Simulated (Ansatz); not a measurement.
This input was run:

```
crystal:
  lattice:
    - [2.950204523, 0.0, 0.0]
    - [-1.4751022615, 2.5549520633, 0.0]
    - [0.0, 0.0, 2.897788303]
  atoms:
    - { symbol: Ta, position: [0.3333333333, 0.6666666667, 0.5] }
    - { symbol: "N", position: [0.0, 0.0, 0.0] }
basis:
  ecutwfc: 420
kpoints:
  mp_grid: { grid: [21, 21, 20] }
  band_path:
    path:
      - [[0.0, 0.0, 0.0], [0.5, 0.0, 0.0], [0.33333333, 0.33333333, 0.0], [0.0, 0.0, 0.0], [0.0, 0.0, 0.5], [0.5, 0.0, 0.5], [0.33333333, 0.33333333, 0.5], [0.0, 0.0, 0.5]]
      - [[0.5, 0.0, 0.5], [0.5, 0.0, 0.0]]
      - [[0.33333333, 0.33333333, 0.5], [0.33333333, 0.33333333, 0.0]]
    npoints: 14
hamiltonian:
  xc: pbe
scf:
  occupations: { method: gaussian, width: 0.1 }
  n_extra_bands: 6
output:
  forces: true
  stress: true
  eigenvalues: true
  populations: true
  dos: { projected: true, de: 0.02, nscf_kmesh: { grid: [32, 32, 30] } }
  bader: true
  write_density: true
  write_potential: true
  elf: true
  volumetric_format: npy
```

Launched with:
```bash
ansatz run input.yaml --threads 1 --pin off --max-ram 2048MiB --backend cpu --events-out ev --progress --plain --runs-dir out
```

Predict the main features of the band structure and density of states. The path is Γ–M–K–Γ–A–L–H–A|L–M|H–K.

A metal: bands cross the Fermi level along this path. The last band that the electron count would fill rises to 0.30 eV above the Fermi level between Γ and A, leaving holes there, and the next band dips to 0.07 eV below it at A, holding electrons: an overlap of 0.37 eV, small enough to call it a semimetal. Bands cross the Fermi level on M–K, K–Γ, Γ–A, A–L, H–A and H–K, and not on Γ–M, L–H and L–M. At A the nearest levels lie 0.07 eV below and 2.35 eV above the Fermi level.

Spin-orbit coupling is left out, which matters for Ta.

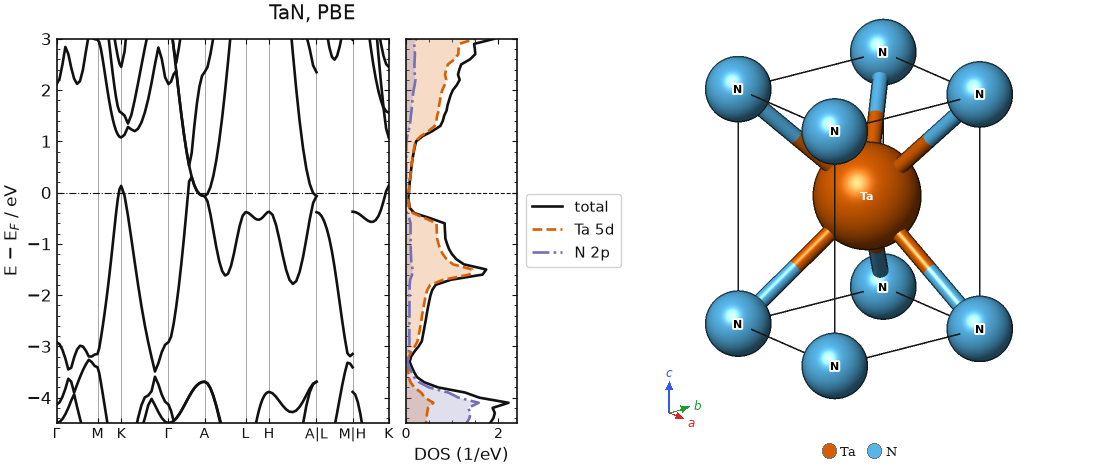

Band structure and density of states, beside the structure. Energies are counted from the Fermi level. The partial curves are projected on Löwdin-orthogonalised atomic shells.
